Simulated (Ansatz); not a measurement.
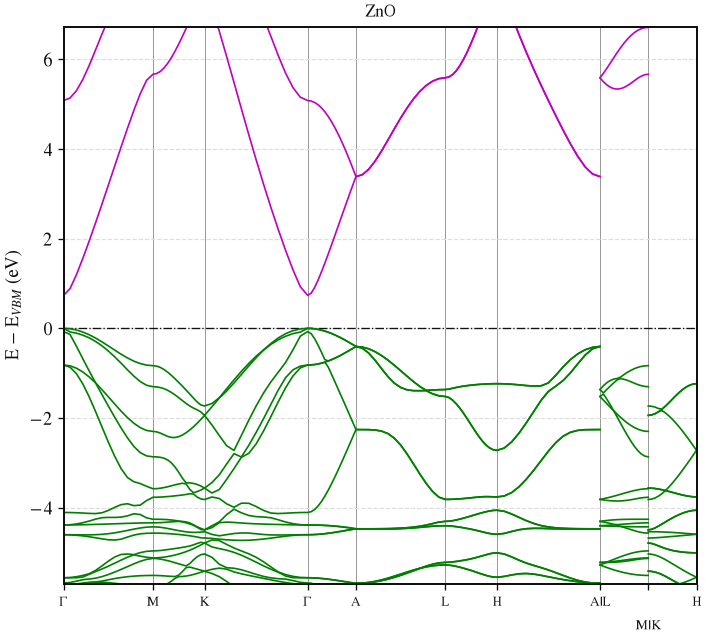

Band structure. Energies are counted from the top of the valence band.

Question: What lattice type does the k path imply?

Answer: A hexagonal (primitive) lattice: the path Γ–M–K–Γ–A–L–H–A|L–M|K–H runs through the special points of its Brillouin zone.

System: wurtzite ZnO, space group P6_3mc (No. 186), 4 atoms in the cell.

Space group P6_3mc (No. 186). a = 3.249 Å, b = 3.249 Å, c = 5.206 Å, α = 90.00°, β = 90.00°, γ = 120.00°
| atom | site | symmetry | x | y | z |
| --- | --- | --- | --- | --- | --- |
| Zn | 2b | 3m. | 0.6667 | 0.3333 | 0.0000 |
| O | 2b | 3m. | 0.3333 | 0.6667 | 0.8790 |

Computed with Ansatz 0.2.0: LDA, Ansatz PAW, no spin polarisation, no spin-orbit coupling, 9×9×5 k mesh, 420 eV cutoff, Fermi-Dirac smearing of 0.05 eV.

Question: Is there a gap? Give its size, its kind and where the band edges lie.

Answer: The bands leave a gap. The gap along this path is 0.73 eV and direct: both edges lie at Γ.

Question: What are the direct gaps at L, Γ and A?

Answer: The direct gaps are 6.96 eV at L, 0.73 eV at Γ and 3.79 eV at A.

The PAW data sets were made with another functional. LDA, GGA and most meta-GGA functionals understate gaps. The cell is at −7 GPa in this functional.
